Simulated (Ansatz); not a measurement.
The cell below is SiC (R3m, No. 160). Origin of the cell: the geometry relaxed (final pressure about -13 GPa) with DFT PBEsol, scalar-relativistic, plane waves, PAW (Ansatz).

```
CELL_PARAMETERS angstrom
3.19624 0.00000 0.00000
-1.59812 2.76803 0.00000
0.00000 0.00000 7.48899
ATOMIC_POSITIONS crystal
Si 0.33333 0.66667 0.66793
C 0.33333 0.66667 0.41540
Si 0.00000 0.00000 0.00126
C 0.00000 0.00000 0.74874
Si 0.66667 0.33333 0.33460
C 0.66667 0.33333 0.08207
```

Hard-sphere model; covalent radii (Cordero): Si 1.11 Å, C 0.76 Å.

### Find the largest hole by geometry, and further ones that a grid search gives (radius above 0.15 Å; smaller ones may be missed, and maxima closer than 0.25 Å are merged).

```
hole  site              x, y, z  radius (Å)  nearest atoms          shape
  V1    3a  0.667, 0.333, 0.832        1.11     6 Si + 4 C  10-coordinate
  V2    3a  0.333, 0.667, 0.926        0.82           4 Si    tetrahedral
```

Nearest atoms are those whose sphere lies within 0.15 Å of the hole's sphere; in brackets, those within 0.5 Å. The largest sphere that fits anywhere has a diameter of 2.22 Å; the largest that can travel through the crystal, about 1.4 Å.

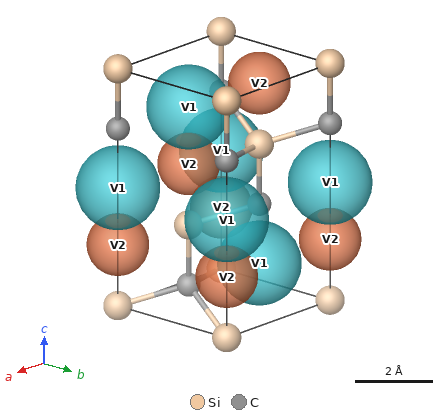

Translucent spheres (V1, V2) fill the 2 holes listed first by a grid search for holes with a radius above 0.15 Å (the largest is sure; smaller ones may be missed, and maxima closer than 0.25 Å are merged) at their true size; atoms are drawn smaller than their model radii. View from a free direction.
